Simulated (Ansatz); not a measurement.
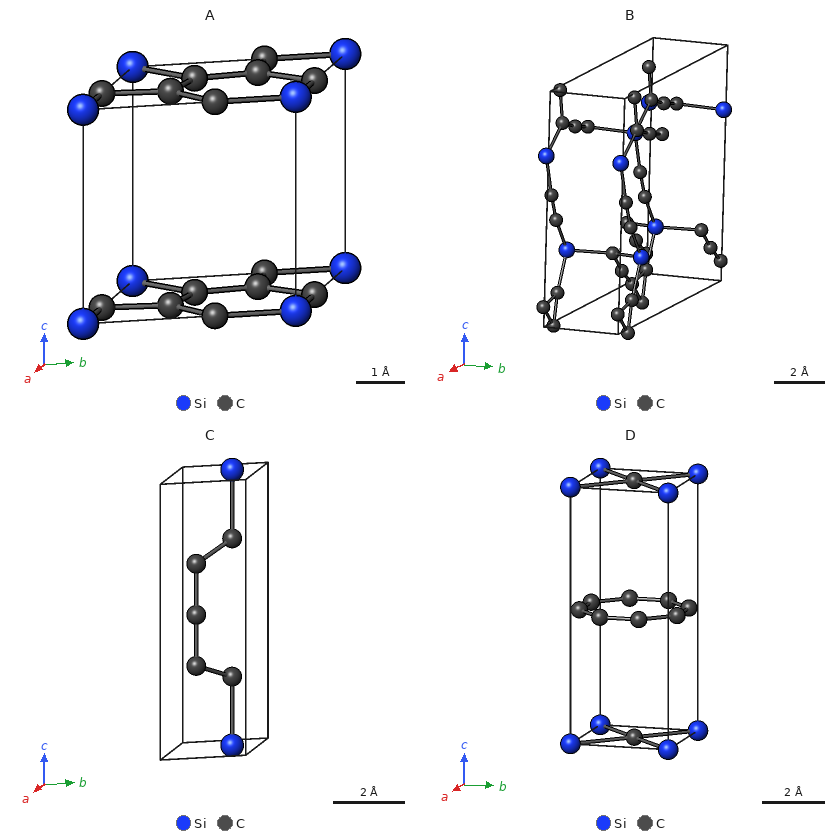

Four structures of SiC$_{5}$, each relaxed to rest (conventional cells in solid outline, small ones repeated, each panel with its own scale). Method: DFT PBE, scalar-relativistic, plane waves, PAW in Ansatz 0.2.0, without spin polarisation.

What are the structures shown?

Answer. A: 6 atoms a cell on a primitive hexagonal lattice, P-62m; B: 24 atoms a cell on a base-centred monoclinic lattice, Cm; C: 6 atoms a cell on a primitive hexagonal lattice, P-6m2; D: 6 atoms a cell on a primitive tetragonal lattice, P4/mmm.

Rank them by energy, lowest first.

Answer. A, then C (+386 meV/atom), B (+424 meV/atom) and D (+804 meV/atom), energies at zero smearing.

Collect the results in a table.

Answer.
| panel | structure | E − E(lowest) (meV/atom) | volume (Å³/atom) | gap (eV) |
| --- | --- | --- | --- | --- |
| A | P-62m | 0 | 14.2 | metal |
| C | P-6m2 | 386 | 7.3 | metal |
| B | Cm | 424 | 13.8 | metal |
| D | P4/mmm | 804 | 15.8 | metal |

Some of these may be structure types tried for this composition rather than known phases, and the most stable form need not be among them. Gaps are taken on the k-mesh or band path of each run.
